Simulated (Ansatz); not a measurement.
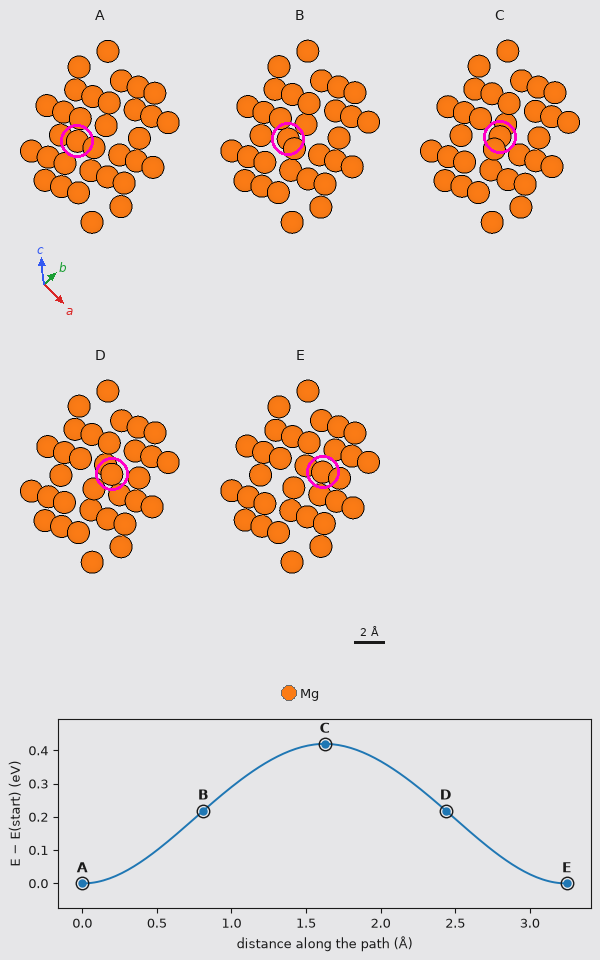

A search for the minimum-energy path of a defect cell of composition Mg with a Mg vacancy (19 atoms in the cell) by the nudged elastic band. Images are numbered from 0 (start) to 4 (end). Frames A to E are images 0, 1, 2, 3, 4. A spheres-only model of the atoms within 5.8 Å of the middle of the path, seen slightly off an axis. The moving atom is ringed, with any periodic copies.

Method: DFT PBE, scalar-relativistic, plane waves, PAW in Ansatz.

The input:
```yaml
crystal:
  lattice:
    - [4.5221932693, 2.2610966347, 6.783289904]
    - [4.5221932693, -2.2610966347, -6.783289904]
    - [-4.5221932693, 6.783289904, -2.2610966347]
  atoms:
    - { symbol: Mg, position: [0.6477875267, 0.9503194488, 0.1003100666] }
    - { symbol: Mg, position: [0.2496805512, 0.7499906178, 0.4974680779] }
    - { symbol: Mg, position: [0.1499906178, 0.4525225399, 0.1003100666] }
    - { symbol: Mg, position: [0.5985044208, 0.8000303925, 0.3985348133] }
    - { symbol: Mg, position: [0.4999564558, 0.5013919749, 0.0013484307] }
    - { symbol: Mg, position: [0.9522124733, 0.8496805512, 0.2996899334] }
    - { symbol: Mg, position: [0.2000303925, 0.6014955792, 0.8015259717] }
    - { symbol: Mg, position: [0.1000435442, 0.2986080251, 0.3986515693] }
    - { symbol: Mg, position: [0.55, 0.65, 0.7] }
    - { symbol: Mg, position: [0.0014955792, -3.03925e-05, 0.0014651867] }
    - { symbol: Mg, position: [0.4500093822, 0.3474774601, 0.2996899334] }
    - { symbol: Mg, position: [0.9013919749, 0.7000435442, 0.6014355191] }
    - { symbol: Mg, position: [0.8, 0.4, 0.2] }
    - { symbol: Mg, position: [0.05, 0.15, 0.7] }
    - { symbol: Mg, position: [0.3999696075, 0.1985044208, 0.5984740283] }
    - { symbol: Mg, position: [0.8525225399, 0.5522124733, 0.9025319221] }
    - { symbol: Mg, position: [0.7474774601, 0.2477875267, 0.4974680779] }
    - { symbol: Mg, position: [0.3503194488, 0.0500093822, 0.9025319221] }
    - { symbol: Mg, position: [0.6986080251, 0.0999564558, 0.7985644809] }
basis:
  ecutwfc: 420
kpoints:
  mp_grid: { grid: [4, 4, 4] }
hamiltonian:
  xc: pbe
scf:
  occupations: { method: gaussian, width: 0.1 }
output:
  forces: true
neb:
  images: 3
  f_tol: 0.05
  max_iterations: 60
  order_check: false
  final_atoms:
    - { symbol: Mg, position: [0.6500436509, 0.9486080754, 0.0986517263] }
    - { symbol: Mg, position: [0.2486080754, 0.7499563491, 0.4985644245] }
    - { symbol: Mg, position: [0.1485047934, 0.4500304357, 0.0985352291] }
    - { symbol: Mg, position: [0.6, 0.8, 0.4] }
    - { symbol: Mg, position: [0.5022121337, 0.4996804659, -0.0003099245] }
    - { symbol: Mg, position: [0.9499695643, 0.8485047934, 0.2984743578] }
    - { symbol: Mg, position: [0.1977878663, 0.6003195341, 0.8003099245] }
    - { symbol: Mg, position: [0.1, 0.3, 0.4] }
    - { symbol: Mg, position: [0.5514952066, 0.6499695643, 0.7014647709] }
    - { symbol: Mg, position: [9.6096e-06, -0.0025220581, -0.0003099245] }
    - { symbol: Mg, position: [0.4513919246, 0.3500436509, 0.3014355755] }
    - { symbol: Mg, position: [0.9003195341, 0.7000096096, 0.6025316678] }
    - { symbol: Mg, position: [0.7996804659, 0.3999903904, 0.1974683322] }
    - { symbol: Mg, position: [0.0499563491, 0.1513919246, 0.7013482737] }
    - { symbol: Mg, position: [0.4025220581, 0.2022121337, 0.6025316678] }
    - { symbol: Mg, position: [1.2974779419, 0.8977878663, 1.1974683322] }
    - { symbol: Mg, position: [0.7500304357, 0.2514952066, 0.5015256422] }
    - { symbol: Mg, position: [0.35, 0.05, 0.9] }
    - { symbol: Mg, position: [0.6999903904, 0.1025220581, 0.8003099245] }
  climbing: false
```

Launched with:
```bash
ansatz run input.yaml --threads 4 --pin off --max-ram 9216MiB --backend cpu --events-out ev --progress --plain --runs-dir out
```

Question: What happens along the path, and what is the barrier?

Answer: The two ends have the same energy, and the highest point, image 2, lies 0.42 eV above the start. It is a vacancy jump: a nearby atom moves into the empty site and leaves its own site empty. A Mg atom travels furthest, 3.16 Å from end to end, roughly along [3 2 2], on a straight line. At the highest image its nearest neighbour (Mg) is 2.91 Å away, against 3.17 Å at the start, and the surrounding atoms stand up to 0.21 Å off the mean of their end positions. The band converged in 3 iterations. The largest component of the band force went from 0.61 to 0.021 eV/Å. No image climbed, so the highest image needn't lie on the saddle point, and the true maximum along this path can be higher.

Limits of the set-up: the periodic images lie only 8.5 Å apart, so the values are limited by the cell's size.
